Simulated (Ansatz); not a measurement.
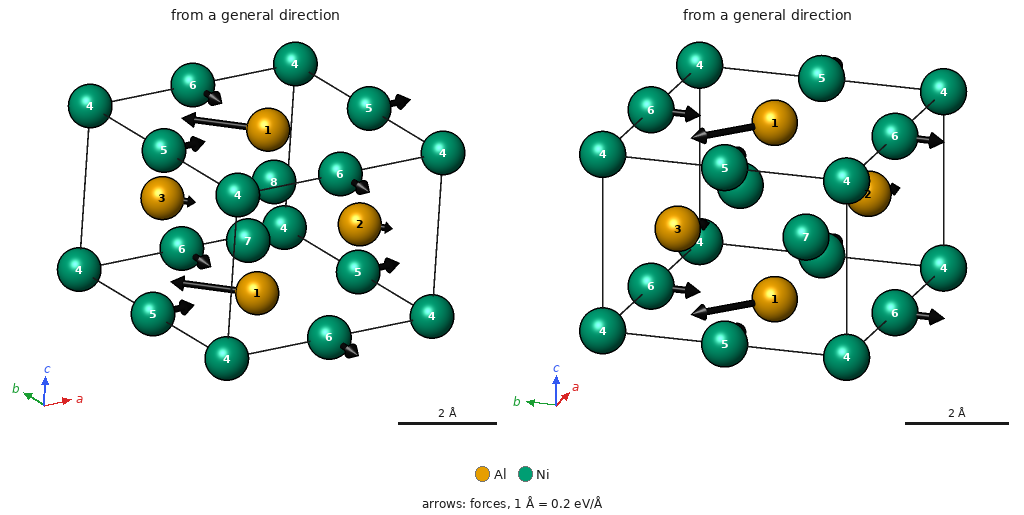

A spheres-only picture of a crystal structure, seen from two general directions. The simulation cell is drawn as a box. The arrows are the computed forces on the atoms.

System: Al$_{3}$Ni$_{5}$. Theory: DFT PBEsol, scalar-relativistic, plane waves, PAW (Ansatz 0.2.0). Numerical settings: a cutoff energy of 420 eV, an 8×8×10 mesh of k-points, Gaussian smearing of 0.15 eV, no spin polarisation (a spin-restricted run, not always the ground state).

Would an optimiser stop at this geometry?

No. The atoms still feel forces of up to about 0.28 eV/Å, far above a usual threshold of 0.01 to 0.03 eV/Å.

Which atom feels the largest force?

Al1, about 0.28 eV/Å.

Starting structure: a structure listed in the Materials Project. The cell was then strained or its atoms displaced on purpose. It was the input of a calculation with Ansatz.
